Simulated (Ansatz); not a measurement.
Molecular dynamics, with input and output: WS$_{2}$ (part 2 of 2)

Continued. System: WS$_{2}$ (R3m, 3 atoms in the cell). Method: DFT, r2SCAN, plane waves, PAW, no spin polarisation (Ansatz 0.2.0); cutoff 500 eV, 6×6×6 k-mesh, Fermi–Dirac smearing of 0.146 eV. The structure derives from an entry of the Crystallography Open Database. The geometry comes from this level: r2scan-rvv10. It belongs to a series of runs on one base structure; here: NVT, Langevin thermostat at 1700 K.

Geometry of the input (Å; fractional positions):
```
1.5859  0.9156  6.2375
-1.5859  0.9156  6.2375
0.0000  -1.8312  6.2375
W  0.0007  0.0007  0.0007
S  0.2506  0.2506  0.2506
S  0.4175  0.4175  0.4175
```

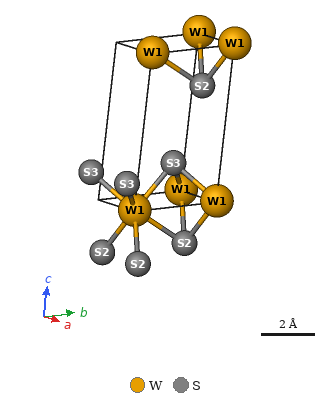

Fig. 1: The geometry at step 20 of the log (ball-and-stick view of the reduced cell, seen slightly off an axis; bonded neighbours outside the cell are drawn too; atoms are numbered from 1 in the order of the input).

**Output, continued**
```
--- Forces (eV/Å), atoms counted from 1 ---
  atom   1  W     -0.67779700    -0.83126645     4.08512399
  atom   2  S      0.58991945     0.81212584    -2.13352391
  atom   3  S      0.08788674     0.01914341    -1.95161446
  max |Σ_I F_I| component: 1.44e-5 eV/Å
--- MD trajectory: 40 steps, t = 0.0 → 60.0 fs ---
  final state: T = 605.9 K   F+E_penalty+E_count = -12211.34628384 eV   E_kin = 0.234952 eV
```

**Trajectory as extended XYZ (Å, eV, eV/Å), 41 frames, from step=0 to step=40**
```
3
Lattice="1.5859 0.9156 6.2375 -1.5859 0.9156 6.2375 0.0000 -1.8312 6.2375" Properties=species:S:1:pos:R:3:forces:R:3 step=0 time_fs=0.0 energy=-12211.63603 temperature=1133.3
W     0.0000    0.0000    0.0125    0.0000   0.0000  -0.0006
S     0.0000    0.0000    4.6885    0.0000   0.0000   0.0489
S     0.0000    0.0000    7.8120    0.0000   0.0000  -0.0483
3
Lattice="1.5859 0.9156 6.2375 -1.5859 0.9156 6.2375 0.0000 -1.8312 6.2375" Properties=species:S:1:pos:R:3:forces:R:3 step=1 time_fs=1.5 energy=-12211.63034 temperature=1187.7
W     0.0000   -0.0030    0.0163   -0.0133   0.2808  -0.5060
S     0.0023    0.0068    4.6782   -0.0238  -0.1064   0.2762
S    -0.0033    0.0125    7.7998    0.0370  -0.1744   0.2297
3
Lattice="1.5859 0.9156 6.2375 -1.5859 0.9156 6.2375 0.0000 -1.8312 6.2375" Properties=species:S:1:pos:R:3:forces:R:3 step=2 time_fs=3.0 energy=-12211.61317 temperature=1097.2
W    -0.0001   -0.0057    0.0196   -0.0414   0.5491  -1.0257
S     0.0046    0.0145    4.6676   -0.0478  -0.2127   0.4860
S    -0.0076    0.0232    7.7863    0.0892  -0.3364   0.5397
3
Lattice="1.5859 0.9156 6.2375 -1.5859 0.9156 6.2375 0.0000 -1.8312 6.2375" Properties=species:S:1:pos:R:3:forces:R:3 step=3 time_fs=4.5 energy=-12211.58772 temperature=905.8
W    -0.0003   -0.0084    0.0216   -0.0845   0.8072  -1.4842
S     0.0066    0.0246    4.6582   -0.0690  -0.3348   0.6457
S    -0.0126    0.0307    7.7729    0.1535  -0.4724   0.8385
3
Lattice="1.5859 0.9156 6.2375 -1.5859 0.9156 6.2375 0.0000 -1.8312 6.2375" Properties=species:S:1:pos:R:3:forces:R:3 step=4 time_fs=6.0 energy=-12211.55877 temperature=729.2
W     0.0000   -0.0114    0.0225   -0.1209   1.0228  -1.8686
S     0.0090    0.0349    4.6495   -0.0906  -0.4548   0.7697
S    -0.0162    0.0340    7.7607    0.2115  -0.5680   1.0989
3
Lattice="1.5859 0.9156 6.2375 -1.5859 0.9156 6.2375 0.0000 -1.8312 6.2375" Properties=species:S:1:pos:R:3:forces:R:3 step=5 time_fs=7.5 energy=-12211.52789 temperature=688.4
W     0.0011   -0.0151    0.0230   -0.1525   1.1932  -2.2124
S     0.0114    0.0440    4.6402   -0.1034  -0.5605   0.8949
S    -0.0180    0.0340    7.7502    0.2559  -0.6327   1.3175
3
Lattice="1.5859 0.9156 6.2375 -1.5859 0.9156 6.2375 0.0000 -1.8312 6.2375" Properties=species:S:1:pos:R:3:forces:R:3 step=6 time_fs=9.0 energy=-12211.49291 temperature=652.9
W     0.0020   -0.0192    0.0240   -0.2065   1.3447  -2.5553
S     0.0115    0.0516    4.6324   -0.0950  -0.6521   0.9985
S    -0.0198    0.0329    7.7395    0.3015  -0.6926   1.5567
3
Lattice="1.5859 0.9156 6.2375 -1.5859 0.9156 6.2375 0.0000 -1.8312 6.2375" Properties=species:S:1:pos:R:3:forces:R:3 step=7 time_fs=10.5 energy=-12211.45606 temperature=567.8
W     0.0023   -0.0233    0.0250   -0.2645   1.4965  -2.8616
S     0.0092    0.0592    4.6268   -0.0714  -0.7422   1.0601
S    -0.0214    0.0317    7.7290    0.3360  -0.7543   1.8014
3
Lattice="1.5859 0.9156 6.2375 -1.5859 0.9156 6.2375 0.0000 -1.8312 6.2375" Properties=species:S:1:pos:R:3:forces:R:3 step=8 time_fs=12.0 energy=-12211.42128 temperature=457.2
W     0.0012   -0.0273    0.0259   -0.2760   1.6382  -3.1103
S     0.0071    0.0667    4.6205   -0.0619  -0.8248   1.1344
S    -0.0222    0.0308    7.7215    0.3381  -0.8134   1.9759
3
Lattice="1.5859 0.9156 6.2375 -1.5859 0.9156 6.2375 0.0000 -1.8312 6.2375" Properties=species:S:1:pos:R:3:forces:R:3 step=9 time_fs=13.5 energy=-12211.39021 temperature=382.2
W    -0.0007   -0.0309    0.0271   -0.2597   1.7747  -3.2989
S     0.0047    0.0737    4.6141   -0.0572  -0.8964   1.2250
S    -0.0222    0.0312    7.7177    0.3169  -0.8783   2.0739
3
Lattice="1.5859 0.9156 6.2375 -1.5859 0.9156 6.2375 0.0000 -1.8312 6.2375" Properties=species:S:1:pos:R:3:forces:R:3 step=10 time_fs=15.0 energy=-12211.36495 temperature=347.1
W    -0.0020   -0.0340    0.0284   -0.2681   1.9104  -3.4068
S    -0.0006    0.0814    4.6095   -0.0197  -0.9695   1.2895
S    -0.0215    0.0323    7.7167    0.2878  -0.9408   2.1173
3
Lattice="1.5859 0.9156 6.2375 -1.5859 0.9156 6.2375 0.0000 -1.8312 6.2375" Properties=species:S:1:pos:R:3:forces:R:3 step=11 time_fs=16.5 energy=-12211.34485 temperature=386.9
W    -0.0031   -0.0366    0.0287   -0.3065   2.0615  -3.4307
S    -0.0077    0.0900    4.6068    0.0356  -1.0505   1.3111
S    -0.0215    0.0346    7.7170    0.2709  -1.0110   2.1196
3
Lattice="1.5859 0.9156 6.2375 -1.5859 0.9156 6.2375 0.0000 -1.8312 6.2375" Properties=species:S:1:pos:R:3:forces:R:3 step=12 time_fs=18.0 energy=-12211.32714 temperature=329.3
W    -0.0048   -0.0388    0.0294   -0.3526   2.2076  -3.4228
S    -0.0150    0.0983    4.6061    0.0882  -1.1278   1.3052
S    -0.0229    0.0375    7.7180    0.2644  -1.0798   2.1176
3
Lattice="1.5859 0.9156 6.2375 -1.5859 0.9156 6.2375 0.0000 -1.8312 6.2375" Properties=species:S:1:pos:R:3:forces:R:3 step=13 time_fs=19.5 energy=-12211.30899 temperature=321.5
W    -0.0070   -0.0408    0.0312   -0.3947   2.3093  -3.4578
S    -0.0225    0.1039    4.6057    0.1385  -1.1798   1.3167
S    -0.0246    0.0389    7.7189    0.2562  -1.1294   2.1411
3
Lattice="1.5859 0.9156 6.2375 -1.5859 0.9156 6.2375 0.0000 -1.8312 6.2375" Properties=species:S:1:pos:R:3:forces:R:3 step=14 time_fs=21.0 energy=-12211.29184 temperature=379.1
W    -0.0094   -0.0428    0.0333   -0.4334   2.3883  -3.4874
S    -0.0302    0.1091    4.6039    0.1867  -1.2236   1.3555
S    -0.0266    0.0394    7.7211    0.2467  -1.1646   2.1318
3
Lattice="1.5859 0.9156 6.2375 -1.5859 0.9156 6.2375 0.0000 -1.8312 6.2375" Properties=species:S:1:pos:R:3:forces:R:3 step=15 time_fs=22.5 energy=-12211.27568 temperature=438.2
W    -0.0118   -0.0452    0.0355   -0.4971   2.4514  -3.5012
S    -0.0377    0.1141    4.6019    0.2325  -1.2654   1.4004
S    -0.0304    0.0386    7.7244    0.2646  -1.1860   2.1008
3
Lattice="1.5859 0.9156 6.2375 -1.5859 0.9156 6.2375 0.0000 -1.8312 6.2375" Properties=species:S:1:pos:R:3:forces:R:3 step=16 time_fs=24.0 energy=-12211.26303 temperature=567.3
W    -0.0145   -0.0478    0.0376   -0.6072   2.4799  -3.5147
S    -0.0461    0.1162    4.6000    0.2798  -1.2870   1.4483
S    -0.0377    0.0365    7.7277    0.3274  -1.1929   2.0664
3
Lattice="1.5859 0.9156 6.2375 -1.5859 0.9156 6.2375 0.0000 -1.8312 6.2375" Properties=species:S:1:pos:R:3:forces:R:3 step=17 time_fs=25.5 energy=-12211.26171 temperature=517.4
W    -0.0176   -0.0499    0.0391   -0.7350   2.4787  -3.4622
S    -0.0553    0.1158    4.5999    0.3333  -1.2933   1.4710
S    -0.0462    0.0344    7.7326    0.4017  -1.1853   1.9912
3
Lattice="1.5859 0.9156 6.2375 -1.5859 0.9156 6.2375 0.0000 -1.8312 6.2375" Properties=species:S:1:pos:R:3:forces:R:3 step=18 time_fs=27.0 energy=-12211.27350 temperature=596.1
W    -0.0207   -0.0510    0.0399   -0.8670   2.4503  -3.3348
S    -0.0641    0.1129    4.6030    0.3853  -1.2875   1.4488
S    -0.0554    0.0324    7.7385    0.4817  -1.1628   1.8860
3
Lattice="1.5859 0.9156 6.2375 -1.5859 0.9156 6.2375 0.0000 -1.8312 6.2375" Properties=species:S:1:pos:R:3:forces:R:3 step=19 time_fs=28.5 energy=-12211.29435 temperature=467.7
W    -0.0238   -0.0512    0.0400   -0.9778   2.3857  -3.1646
S    -0.0726    0.1084    4.6071    0.4377  -1.2675   1.4096
S    -0.0633    0.0299    7.7449    0.5401  -1.1182   1.7550
3
Lattice="1.5859 0.9156 6.2375 -1.5859 0.9156 6.2375 0.0000 -1.8312 6.2375" Properties=species:S:1:pos:R:3:forces:R:3 step=20 time_fs=30.0 energy=-12211.31821 temperature=551.1
W    -0.0268   -0.0508    0.0401   -1.0451   2.2928  -2.9900
S    -0.0814    0.1024    4.6102    0.4946  -1.2301   1.3938
S    -0.0680    0.0275    7.7524    0.5505  -1.0627   1.5962
3
Lattice="1.5859 0.9156 6.2375 -1.5859 0.9156 6.2375 0.0000 -1.8312 6.2375" Properties=species:S:1:pos:R:3:forces:R:3 step=21 time_fs=31.5 energy=-12211.34029 temperature=758.7
W    -0.0301   -0.0496    0.0408   -1.1199   2.1859  -2.8102
S    -0.0916    0.0961    4.6121    0.5597  -1.1804   1.4079
S    -0.0730    0.0261    7.7620    0.5602  -1.0056   1.4023
3
Lattice="1.5859 0.9156 6.2375 -1.5859 0.9156 6.2375 0.0000 -1.8312 6.2375" Properties=species:S:1:pos:R:3:forces:R:3 step=22 time_fs=33.0 energy=-12211.36610 temperature=865.1
W    -0.0338   -0.0482    0.0417   -1.1850   2.0848  -2.5627
S    -0.1006    0.0897    4.6163    0.6134  -1.1331   1.3957
S    -0.0788    0.0254    7.7741    0.5717  -0.9517   1.1670
3
Lattice="1.5859 0.9156 6.2375 -1.5859 0.9156 6.2375 0.0000 -1.8312 6.2375" Properties=species:S:1:pos:R:3:forces:R:3 step=23 time_fs=34.5 energy=-12211.39776 temperature=1023.6
W    -0.0380   -0.0464    0.0419   -1.2085   1.9770  -2.2689
S    -0.1071    0.0804    4.6217    0.6392  -1.0651   1.3677
S    -0.0841    0.0267    7.7876    0.5693  -0.9119   0.9012
3
Lattice="1.5859 0.9156 6.2375 -1.5859 0.9156 6.2375 0.0000 -1.8312 6.2375" Properties=species:S:1:pos:R:3:forces:R:3 step=24 time_fs=36.0 energy=-12211.43064 temperature=1115.4
W    -0.0424   -0.0438    0.0418   -1.2079   1.8296  -1.9589
S    -0.1123    0.0697    4.6270    0.6505  -0.9752   1.3458
S    -0.0890    0.0274    7.8020    0.5574  -0.8544   0.6130
3
Lattice="1.5859 0.9156 6.2375 -1.5859 0.9156 6.2375 0.0000 -1.8312 6.2375" Properties=species:S:1:pos:R:3:forces:R:3 step=25 time_fs=37.5 energy=-12211.46088 temperature=945.0
W    -0.0464   -0.0409    0.0414   -1.1828   1.6663  -1.6157
S    -0.1163    0.0597    4.6325    0.6572  -0.8851   1.3166
S    -0.0919    0.0269    7.8175    0.5256  -0.7812   0.2992
3
Lattice="1.5859 0.9156 6.2375 -1.5859 0.9156 6.2375 0.0000 -1.8312 6.2375" Properties=species:S:1:pos:R:3:forces:R:3 step=26 time_fs=39.0 energy=-12211.48821 temperature=945.2
W    -0.0497   -0.0383    0.0406   -1.1461   1.4859  -1.2508
S    -0.1187    0.0504    4.6388    0.6581  -0.7997   1.2607
S    -0.0936    0.0235    7.8328    0.4880  -0.6861  -0.0099
3
Lattice="1.5859 0.9156 6.2375 -1.5859 0.9156 6.2375 0.0000 -1.8312 6.2375" Properties=species:S:1:pos:R:3:forces:R:3 step=27 time_fs=40.5 energy=-12211.51347 temperature=1212.9
W    -0.0535   -0.0360    0.0399   -1.0956   1.2759  -0.8620
S    -0.1201    0.0414    4.6470    0.6468  -0.7143   1.1740
S    -0.0955    0.0163    7.8483    0.4487  -0.5615  -0.3120
3
Lattice="1.5859 0.9156 6.2375 -1.5859 0.9156 6.2375 0.0000 -1.8312 6.2375" Properties=species:S:1:pos:R:3:forces:R:3 step=28 time_fs=42.0 energy=-12211.53316 temperature=1441.3
W    -0.0584   -0.0341    0.0391   -1.0234   1.0691  -0.4312
S    -0.1219    0.0318    4.6569    0.6307  -0.6258   1.0550
S    -0.0967    0.0087    7.8651    0.3927  -0.4432  -0.6237
3
Lattice="1.5859 0.9156 6.2375 -1.5859 0.9156 6.2375 0.0000 -1.8312 6.2375" Properties=species:S:1:pos:R:3:forces:R:3 step=29 time_fs=43.5 energy=-12211.54649 temperature=1288.3
W    -0.0635   -0.0325    0.0381   -0.9360   0.8820   0.0219
S    -0.1239    0.0226    4.6690    0.6151  -0.5424   0.8867
S    -0.0960    0.0016    7.8812    0.3209  -0.3398  -0.9086
3
Lattice="1.5859 0.9156 6.2375 -1.5859 0.9156 6.2375 0.0000 -1.8312 6.2375" Properties=species:S:1:pos:R:3:forces:R:3 step=30 time_fs=45.0 energy=-12211.55182 temperature=1360.4
W    -0.0684   -0.0307    0.0375   -0.8569   0.7104   0.4577
S    -0.1268    0.0127    4.6820    0.6083  -0.4462   0.6979
S    -0.0944   -0.0030    7.8964    0.2486  -0.2642  -1.1557
3
Lattice="1.5859 0.9156 6.2375 -1.5859 0.9156 6.2375 0.0000 -1.8312 6.2375" Properties=species:S:1:pos:R:3:forces:R:3 step=31 time_fs=46.5 energy=-12211.55076 temperature=1162.1
W    -0.0732   -0.0292    0.0376   -0.7991   0.5502   0.8529
S    -0.1309    0.0013    4.6954    0.6121  -0.3329   0.4985
S    -0.0930   -0.0054    7.9098    0.1869  -0.2173  -1.3514
3
Lattice="1.5859 0.9156 6.2375 -1.5859 0.9156 6.2375 0.0000 -1.8312 6.2375" Properties=species:S:1:pos:R:3:forces:R:3 step=32 time_fs=48.0 energy=-12211.54546 temperature=1264.0
W    -0.0780   -0.0287    0.0382   -0.7468   0.3983   1.2221
S    -0.1344   -0.0107    4.7094    0.6075  -0.2128   0.2845
S    -0.0928   -0.0074    7.9217    0.1393  -0.1855  -1.5066
3
Lattice="1.5859 0.9156 6.2375 -1.5859 0.9156 6.2375 0.0000 -1.8312 6.2375" Properties=species:S:1:pos:R:3:forces:R:3 step=33 time_fs=49.5 energy=-12211.53363 temperature=1166.0
W    -0.0823   -0.0278    0.0391   -0.7070   0.2322   1.5986
S    -0.1374   -0.0230    4.7240    0.6036  -0.0775   0.0549
S    -0.0930   -0.0092    7.9339    0.1034  -0.1547  -1.6535
3
Lattice="1.5859 0.9156 6.2375 -1.5859 0.9156 6.2375 0.0000 -1.8312 6.2375" Properties=species:S:1:pos:R:3:forces:R:3 step=34 time_fs=51.0 energy=-12211.51783 temperature=988.5
W    -0.0856   -0.0270    0.0403   -0.6913   0.0597   1.9537
S    -0.1407   -0.0349    4.7388    0.6120   0.0638  -0.1894
S    -0.0935   -0.0113    7.9442    0.0793  -0.1235  -1.7644
3
Lattice="1.5859 0.9156 6.2375 -1.5859 0.9156 6.2375 0.0000 -1.8312 6.2375" Properties=species:S:1:pos:R:3:forces:R:3 step=35 time_fs=52.5 energy=-12211.49794 temperature=1236.1
W    -0.0893   -0.0273    0.0417   -0.6897  -0.1027   2.3102
S    -0.1444   -0.0463    4.7545    0.6224   0.1976  -0.4595
S    -0.0957   -0.0145    7.9535    0.0673  -0.0949  -1.8507
3
Lattice="1.5859 0.9156 6.2375 -1.5859 0.9156 6.2375 0.0000 -1.8312 6.2375" Properties=species:S:1:pos:R:3:forces:R:3 step=36 time_fs=54.0 energy=-12211.47197 temperature=977.2
W    -0.0929   -0.0283    0.0429   -0.7040  -0.2575   2.6819
S    -0.1485   -0.0570    4.7706    0.6399   0.3245  -0.7535
S    -0.0987   -0.0185    7.9624    0.0641  -0.0669  -1.9284
3
Lattice="1.5859 0.9156 6.2375 -1.5859 0.9156 6.2375 0.0000 -1.8312 6.2375" Properties=species:S:1:pos:R:3:forces:R:3 step=37 time_fs=55.5 energy=-12211.44700 temperature=854.2
W    -0.0957   -0.0291    0.0440   -0.7192  -0.4039   3.0257
S    -0.1509   -0.0661    4.7871    0.6499   0.4446  -1.0724
S    -0.1020   -0.0223    7.9677    0.0693  -0.0408  -1.9533
3
Lattice="1.5859 0.9156 6.2375 -1.5859 0.9156 6.2375 0.0000 -1.8312 6.2375" Properties=species:S:1:pos:R:3:forces:R:3 step=38 time_fs=57.0 energy=-12211.41826 temperature=944.2
W    -0.0984   -0.0288    0.0452   -0.7203  -0.5579   3.3826
S    -0.1512   -0.0740    4.8049    0.6375   0.5767  -1.4312
S    -0.1062   -0.0247    7.9716    0.0828  -0.0188  -1.9514
3
Lattice="1.5859 0.9156 6.2375 -1.5859 0.9156 6.2375 0.0000 -1.8312 6.2375" Properties=species:S:1:pos:R:3:forces:R:3 step=39 time_fs=58.5 energy=-12211.38084 temperature=802.0
W    -0.1011   -0.0277    0.0464   -0.7177  -0.7086   3.7577
S    -0.1517   -0.0805    4.8226    0.6265   0.7098  -1.7952
S    -0.1100   -0.0258    7.9765    0.0912  -0.0012  -1.9626
3
Lattice="1.5859 0.9156 6.2375 -1.5859 0.9156 6.2375 0.0000 -1.8312 6.2375" Properties=species:S:1:pos:R:3:forces:R:3 step=40 time_fs=60.0 energy=-12211.34628 temperature=605.9
W    -0.1035   -0.0270    0.0477   -0.6778  -0.8313   4.0851
S    -0.1500   -0.0846    4.8390    0.5899   0.8121  -2.1335
S    -0.1121   -0.0277    7.9798    0.0879   0.0191  -1.9516
```

**Key numbers**

| quantity | value |
| --- | --- |
| outcome | finished |
| mean temperature over the second half | 1024 K |
| trajectory | 40 steps, 60 fs |
| ensemble | nvt_langevin |
| temperature in the input | 1700 K |
| time step | 1.5 fs |
| space group of the start (tolerance 0.01 Å) | R3m (160) |
| electrons treated | 26 |
| potential energy (free energy of the electrons) (last step) | −12211.3463 eV |
| Fermi energy (last step) | 11.674 eV |
| largest force (length of the vector) (last step) | 4.224 eV/Å |
| wall time | 2.6 min (CPU time 10 min) |
| peak memory | 0.63 GiB |

Spin–orbit coupling is left out, which matters for W. So short a trajectory is not equilibrated. The logged temperature at the start can lie below the typed one, since it is counted over all degrees of freedom. The temperature stays far from the 1700 K of the thermostat over the second half: the run isn't equilibrated.
